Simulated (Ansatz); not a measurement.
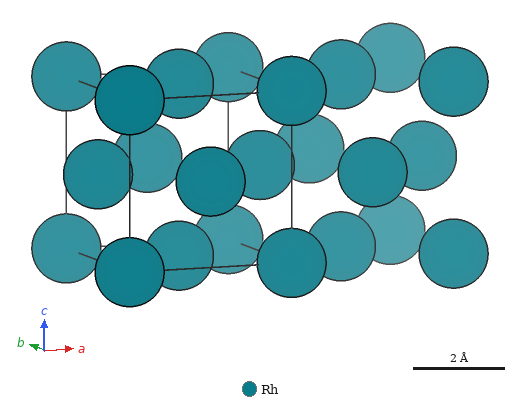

This is solid Rh (set up in Fm-3m). Style: spheres-only. Shown: the conventional cell (2 times the calculation's cell), repeated 2 × 1 × 1 with one cell outlined, slightly off an axis. Lengths and directions refer to the drawn axes.

Theory: DFT PBE, scalar-relativistic, plane waves, PAW in Ansatz. Set-up: plane-wave cutoff 420 eV; k-point mesh 20 × 20 × 14; occupations gaussian; smearing width 0.1 eV; no spin polarisation.

Change: Equal strain along all axes, −2.0 %, is applied. Symmetry leaves the atoms no freedom, so this is a single point.

The input:
```yaml
crystal:
  lattice:
    - [1.8766695693, 1.8766695693, 0.0]
    - [-1.8766695693, 1.8766695693, 0.0]
    - [0.0, 0.0, 3.7533391387]
  atoms:
    - { symbol: Rh, position: [0.0, 0.0, 0.0] }
    - { symbol: Rh, position: [0.5, 0.5, 0.5] }
basis:
  ecutwfc: 420
kpoints:
  mp_grid: { grid: [20, 20, 14] }
hamiltonian:
  xc: pbe
scf:
  occupations: { method: gaussian, width: 0.1 }
output:
  forces: true
  stress: true
  eigenvalues: true
```

Run as
```bash
ansatz run input.yaml --threads 1 --pin off --max-ram 2560MiB --backend cpu --events-out ev --progress --plain --runs-dir out
```

Question: What is the effect?

Answer: Energy change: +43.9 meV per atom. Pressure: 0.0 GPa before, 18.2 GPa after. The principal stresses (compression positive) are 18.4 GPa along c and 18.2 GPa across it. All forces vanish by symmetry. Near-neighbour distances before and after: Rh–Rh 2.708 → 2.654 Å. The space group stays Fm-3m (No. 225).

The changed structure in the same view:

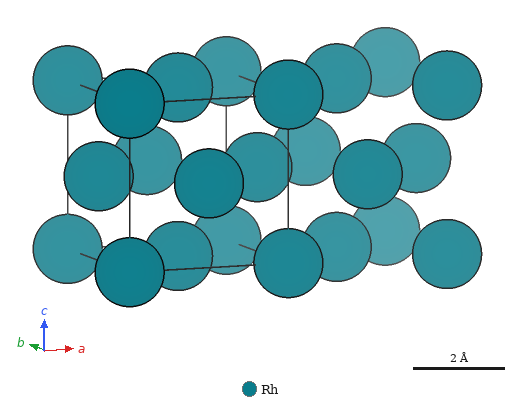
